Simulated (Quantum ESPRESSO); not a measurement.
## Band-structure run, with input and output: Tl (part 1 of 2)

- system: Tl (P6₃/mmc, 2 atoms in the cell)
- method: Kohn-Sham DFT of a periodic cell, PBEsol, GBRV 1.5 PBEsol, no spin polarisation (Quantum ESPRESSO 7.5)

The structure derives from an entry of the Crystallography Open Database.

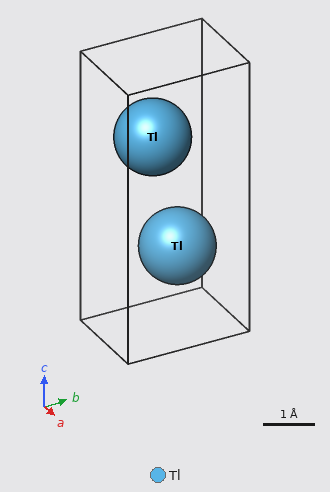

**Figure 1.** The structure (spheres-only view of the cell of the calculation, seen slightly off an axis). An atom can appear more than once, as a periodic image.

**Input**
```
&CONTROL
  calculation = 'scf'
  prefix = 'pwscf'
  outdir = './tmp'
  pseudo_dir = './pseudo'
  tprnfor = .true.
  tstress = .true.
  disk_io = 'low'
/
&SYSTEM
  ibrav = 0
  celldm(1) = 8
  nat = 2
  ntyp = 1
  ecutwfc = 45
  ecutrho = 360
  nbnd = 20
  occupations = 'smearing'
  smearing = 'fd'
  degauss = 0.00367493
/
&ELECTRONS
  conv_thr = 4d-10
  electron_maxstep = 120
  mixing_beta = 0.5
/
ATOMIC_SPECIES
Tl   204.3800 tl_pbesol_v1.2.uspp.F.UPF
CELL_PARAMETERS alat
  0.8163616858383   0.0000000000000   0.0000000000000
 -0.4081808429192   0.7069899586172   0.0000000000000
  0.0000000000000   0.0000000000000   1.3050921048197
ATOMIC_POSITIONS crystal
Tl     0.6666666667    0.3333333333    0.7500000000
Tl     0.3333333333    0.6666666667    0.2500000000
K_POINTS automatic
9 9 5 0 0 0
```

**File bands.in**
```
&CONTROL
  calculation = 'bands'
  prefix = 'pwscf'
  outdir = './tmp'
  pseudo_dir = './pseudo'
  disk_io = 'low'
  verbosity = 'high'
/
&SYSTEM
  ibrav = 0
  celldm(1) = 8
  nat = 2
  ntyp = 1
  ecutwfc = 45
  ecutrho = 360
  nbnd = 20
  occupations = 'smearing'
  smearing = 'fd'
  degauss = 0.00367493
/
&ELECTRONS
  conv_thr = 1d-08
  electron_maxstep = 120
  mixing_beta = 0.5
  diago_full_acc = .true.
  startingwfc = 'random'
/
ATOMIC_SPECIES
Tl   204.3800 tl_pbesol_v1.2.uspp.F.UPF
CELL_PARAMETERS alat
  0.8163616858383   0.0000000000000   0.0000000000000
 -0.4081808429192   0.7069899586172   0.0000000000000
  0.0000000000000   0.0000000000000   1.3050921048197
ATOMIC_POSITIONS crystal
Tl     0.6666666667    0.3333333333    0.7500000000
Tl     0.3333333333    0.6666666667    0.2500000000
K_POINTS crystal
60
 0.0000000000  0.0000000000  0.0000000000 1
 0.0714285714  0.0000000000  0.0000000000 1
 0.1428571429  0.0000000000  0.0000000000 1
 0.2142857143  0.0000000000  0.0000000000 1
 0.2857142857  0.0000000000  0.0000000000 1
 0.3571428571  0.0000000000  0.0000000000 1
 0.4285714286  0.0000000000  0.0000000000 1
 0.5000000000  0.0000000000  0.0000000000 1
 0.4583333333  0.0833333333  0.0000000000 1
 0.4166666667  0.1666666667  0.0000000000 1
 0.3750000000  0.2500000000  0.0000000000 1
 0.3333333333  0.3333333333  0.0000000000 1
 0.2962962963  0.2962962963  0.0000000000 1
 0.2592592593  0.2592592593  0.0000000000 1
 0.2222222222  0.2222222222  0.0000000000 1
 0.1851851852  0.1851851852  0.0000000000 1
 0.1481481481  0.1481481481  0.0000000000 1
 0.1111111111  0.1111111111  0.0000000000 1
 0.0740740741  0.0740740741  0.0000000000 1
 0.0370370370  0.0370370370  0.0000000000 1
 0.0000000000  0.0000000000  0.0000000000 1
 0.0000000000  0.0000000000  0.1250000000 1
 0.0000000000  0.0000000000  0.2500000000 1
 0.0000000000  0.0000000000  0.3750000000 1
 0.0000000000  0.0000000000  0.5000000000 1
 0.0625000000  0.0000000000  0.5000000000 1
 0.1250000000  0.0000000000  0.5000000000 1
 0.1875000000  0.0000000000  0.5000000000 1
 0.2500000000  0.0000000000  0.5000000000 1
 0.3125000000  0.0000000000  0.5000000000 1
 0.3750000000  0.0000000000  0.5000000000 1
 0.4375000000  0.0000000000  0.5000000000 1
 0.5000000000  0.0000000000  0.5000000000 1
 0.4666666667  0.0666666667  0.5000000000 1
 0.4333333333  0.1333333333  0.5000000000 1
 0.4000000000  0.2000000000  0.5000000000 1
 0.3666666667  0.2666666667  0.5000000000 1
 0.3333333333  0.3333333333  0.5000000000 1
 0.3030303030  0.3030303030  0.5000000000 1
 0.2727272727  0.2727272727  0.5000000000 1
 0.2424242424  0.2424242424  0.5000000000 1
 0.2121212121  0.2121212121  0.5000000000 1
 0.1818181818  0.1818181818  0.5000000000 1
 0.1515151515  0.1515151515  0.5000000000 1
 0.1212121212  0.1212121212  0.5000000000 1
 0.0909090909  0.0909090909  0.5000000000 1
 0.0606060606  0.0606060606  0.5000000000 1
 0.0303030303  0.0303030303  0.5000000000 1
 0.0000000000  0.0000000000  0.5000000000 1
 0.5000000000  0.0000000000  0.5000000000 1
 0.5000000000  0.0000000000  0.4000000000 1
 0.5000000000  0.0000000000  0.3000000000 1
 0.5000000000  0.0000000000  0.2000000000 1
 0.5000000000  0.0000000000  0.1000000000 1
 0.5000000000  0.0000000000  0.0000000000 1
 0.3333333333  0.3333333333  0.0000000000 1
 0.3333333333  0.3333333333  0.1250000000 1
 0.3333333333  0.3333333333  0.2500000000 1
 0.3333333333  0.3333333333  0.3750000000 1
 0.3333333333  0.3333333333  0.5000000000 1
```

Run on 2 threads of Intel Xeon (Granite Rapids), 192 GiB of memory available, shared host.

Launch command:
```bash
OMP_NUM_THREADS=1 mpirun -n 2 pw.x -nk 2 -in pw.in > pw.out
OMP_NUM_THREADS=1 mpirun -n 2 pw.x -nk 2 -in bands.in > bands.out
```

**The program's output**
```
This program is part of the open-source Quantum ESPRESSO suite
     for quantum simulation of materials; please cite
         "P. Giannozzi et al., J. Phys.:Condens. Matter 21 395502 (2009);
         "P. Giannozzi et al., J. Phys.:Condens. Matter 29 465901 (2017);
         "P. Giannozzi et al., J. Chem. Phys. 152 154105 (2020);
          URL
     in publications or presentations arising from this work. More details at

     Message from routine setup:
     using ibrav=0 with symmetry is DISCOURAGED, use correct ibrav instead

     K-points division:     npool     =       2
     Subspace diagonalization in iterative solution of the eigenvalue problem:
     a serial algorithm will be used

     G-vector sticks info
     --------------------
     sticks:   dense  smooth     PW     G-vecs:    dense   smooth      PW
     Sum        1057     517    163                44439    15681    2647

     Using Slab Decomposition

     bravais-lattice index     =            0
     lattice parameter (alat)  =       8.0000  a.u.
     unit-cell volume          =     385.6621 (a.u.)^3
     number of atoms/cell      =            2
     number of atomic types    =            1
     number of electrons       =        26.00
     number of Kohn-Sham states=           20
     kinetic-energy cutoff     =      45.0000  Ry
     charge density cutoff     =     360.0000  Ry
     scf convergence threshold =      4.0E-10
     mixing beta               =       0.5000
     number of iterations used =            8  plain     mixing
     Exchange-correlation= SLA  PW   PSX  PSC
                           (   1   4  10   8   0   0   0)

     celldm(1)=   8.000000  celldm(2)=   0.000000  celldm(3)=   0.000000
     celldm(4)=   0.000000  celldm(5)=   0.000000  celldm(6)=   0.000000

     crystal axes: (cart. coord. in units of alat)
               a(1) = (   0.816362   0.000000   0.000000 )
               a(2) = (  -0.408181   0.706990   0.000000 )
               a(3) = (   0.000000   0.000000   1.305092 )

     reciprocal axes: (cart. coord. in units 2 pi/alat)
               b(1) = (  1.224947  0.707224 -0.000000 )
               b(2) = (  0.000000  1.414447  0.000000 )
               b(3) = (  0.000000 -0.000000  0.766229 )

     PseudoPot. # 1 for Tl read from file:
     tl_pbesol_v1.2.uspp.F.UPF
     Pseudo is Ultrasoft + core correction, Zval = 13.0
     Generated by new atomic code, or converted to UPF format
     Using radial grid of  899 points,  6 beta functions with:
                l(1) =   0
                l(2) =   0
                l(3) =   1
                l(4) =   1
                l(5) =   2
                l(6) =   2
     Q(r) pseudized with  6 coefficients,  rinner =    1.100   1.100   1.100
                                                       1.100   1.100

     atomic species   valence    mass     pseudopotential
     Tl               13.00   204.38000     Tl( 1.00)

     24 Sym. Ops., with inversion, found (12 have fractional translation)

   Cartesian axes

     site n.     atom                  positions (alat units)
         1        Tl     tau(   1) = (   0.4081808   0.2356633   0.9788191  )
         2        Tl     tau(   2) = (  -0.0000000   0.4713266   0.3262730  )

     number of k points=    36  Fermi-Dirac smearing, width (Ry)=  0.0037
                       cart. coord. in units 2pi/alat
        k(    1) = (   0.0000000   0.0000000   0.0000000), wk =   0.0049383
        k(    2) = (   0.0000000   0.0000000   0.1532459), wk =   0.0098765
        k(    3) = (   0.0000000   0.0000000   0.3064918), wk =   0.0098765
        k(    4) = (   0.0000000   0.1571608   0.0000000), wk =   0.0296296
        k(    5) = (   0.0000000   0.1571608   0.1532459), wk =   0.0592593
        k(    6) = (   0.0000000   0.1571608   0.3064918), wk =   0.0592593
        k(    7) = (   0.0000000   0.3143216   0.0000000), wk =   0.0296296
        k(    8) = (   0.0000000   0.3143216   0.1532459), wk =   0.0592593
        k(    9) = (   0.0000000   0.3143216   0.3064918), wk =   0.0592593
        k(   10) = (   0.0000000   0.4714824   0.0000000), wk =   0.0296296
        k(   11) = (   0.0000000   0.4714824   0.1532459), wk =   0.0592593
        k(   12) = (   0.0000000   0.4714824   0.3064918), wk =   0.0592593
        k(   13) = (   0.0000000   0.6286432   0.0000000), wk =   0.0296296
        k(   14) = (   0.0000000   0.6286432   0.1532459), wk =   0.0592593
        k(   15) = (   0.0000000   0.6286432   0.3064918), wk =   0.0592593
        k(   16) = (   0.1361052   0.2357412   0.0000000), wk =   0.0296296
        k(   17) = (   0.1361052   0.2357412   0.1532459), wk =   0.0592593
        k(   18) = (   0.1361052   0.2357412   0.3064918), wk =   0.0592593
        k(   19) = (   0.1361052   0.3929020   0.0000000), wk =   0.0592593
        k(   20) = (   0.1361052   0.3929020   0.1532459), wk =   0.1185185
        k(   21) = (   0.1361052   0.3929020   0.3064918), wk =   0.1185185
        k(   22) = (   0.1361052   0.5500628   0.0000000), wk =   0.0592593
        k(   23) = (   0.1361052   0.5500628   0.1532459), wk =   0.1185185
        k(   24) = (   0.1361052   0.5500628   0.3064918), wk =   0.1185185
        k(   25) = (   0.1361052   0.7072236   0.0000000), wk =   0.0296296
        k(   26) = (   0.1361052   0.7072236   0.1532459), wk =   0.0592593
        k(   27) = (   0.1361052   0.7072236   0.3064918), wk =   0.0592593
        k(   28) = (   0.2722105   0.4714824   0.0000000), wk =   0.0296296
        k(   29) = (   0.2722105   0.4714824   0.1532459), wk =   0.0592593
        k(   30) = (   0.2722105   0.4714824   0.3064918), wk =   0.0592593
        k(   31) = (   0.2722105   0.6286432   0.0000000), wk =   0.0592593
        k(   32) = (   0.2722105   0.6286432   0.1532459), wk =   0.1185185
        k(   33) = (   0.2722105   0.6286432   0.3064918), wk =   0.1185185
        k(   34) = (   0.4083157   0.7072236   0.0000000), wk =   0.0098765
        k(   35) = (   0.4083157   0.7072236   0.1532459), wk =   0.0197531
        k(   36) = (   0.4083157   0.7072236   0.3064918), wk =   0.0197531

     Dense  grid:    44439 G-vectors     FFT dimensions: (  40,  40,  64)

     Smooth grid:    15681 G-vectors     FFT dimensions: (  27,  27,  48)

     Check: negative core charge=   -0.000002

     Initial potential from superposition of free atoms

     starting charge      25.9912, renormalised to      26.0000

     negative rho (up, down):  9.691E-02 0.000E+00
     Starting wfcs are   18 randomized atomic wfcs +    2 random wfcs

     Self-consistent Calculation

     iteration #  1     ecut=    45.00 Ry     beta= 0.50
     Davidson diagonalization with overlap
     ethr =  1.00E-02,  avg # of iterations =  6.9

     Threshold (ethr) on eigenvalues was too large:
     Diagonalizing with lowered threshold

     Davidson diagonalization with overlap
     ethr =  4.01E-05,  avg # of iterations =  7.2

     negative rho (up, down):  9.738E-02 0.000E+00

     total energy              =    -289.42101775 Ry
     estimated scf accuracy    <       0.01233574 Ry

     iteration #  2     ecut=    45.00 Ry     beta= 0.50
     Davidson diagonalization with overlap
     ethr =  4.74E-05,  avg # of iterations =  2.0

     negative rho (up, down):  9.817E-02 0.000E+00

     total energy              =    -289.42316075 Ry
     estimated scf accuracy    <       0.00046886 Ry

     iteration #  3     ecut=    45.00 Ry     beta= 0.50
     Davidson diagonalization with overlap
     ethr =  1.80E-06,  avg # of iterations =  4.0

     negative rho (up, down):  9.899E-02 0.000E+00

     total energy              =    -289.42325205 Ry
     estimated scf accuracy    <       0.00011579 Ry

     iteration #  4     ecut=    45.00 Ry     beta= 0.50
     Davidson diagonalization with overlap
     ethr =  4.45E-07,  avg # of iterations =  2.0

     negative rho (up, down):  9.886E-02 0.000E+00

     total energy              =    -289.42325594 Ry
     estimated scf accuracy    <       0.00003270 Ry

     iteration #  5     ecut=    45.00 Ry     beta= 0.50
     Davidson diagonalization with overlap
     ethr =  1.26E-07,  avg # of iterations =  2.0

     negative rho (up, down):  9.889E-02 0.000E+00

     total energy              =    -289.42326485 Ry
     estimated scf accuracy    <       0.00000036 Ry

     iteration #  6     ecut=    45.00 Ry     beta= 0.50
     Davidson diagonalization with overlap
     ethr =  1.40E-09,  avg # of iterations =  4.0

     negative rho (up, down):  9.890E-02 0.000E+00

     total energy              =    -289.42326497 Ry
     estimated scf accuracy    <       0.00000012 Ry

     iteration #  7     ecut=    45.00 Ry     beta= 0.50
     Davidson diagonalization with overlap
     ethr =  4.54E-10,  avg # of iterations =  2.1

     negative rho (up, down):  9.890E-02 0.000E+00

     total energy              =    -289.42326500 Ry
     estimated scf accuracy    <          9.2E-10 Ry

     iteration #  8     ecut=    45.00 Ry     beta= 0.50
     Davidson diagonalization with overlap
     ethr =  3.53E-12,  avg # of iterations =  6.7

     negative rho (up, down):  9.890E-02 0.000E+00

     total energy              =    -289.42326500 Ry
     estimated scf accuracy    <          2.9E-09 Ry

     iteration #  9     ecut=    45.00 Ry     beta= 0.50
     Davidson diagonalization with overlap
     ethr =  3.53E-12,  avg # of iterations =  2.6

     negative rho (up, down):  9.890E-02 0.000E+00

     End of self-consistent calculation

          k = 0.0000 0.0000 0.0000 (  1949 PWs)   bands (ev):
```
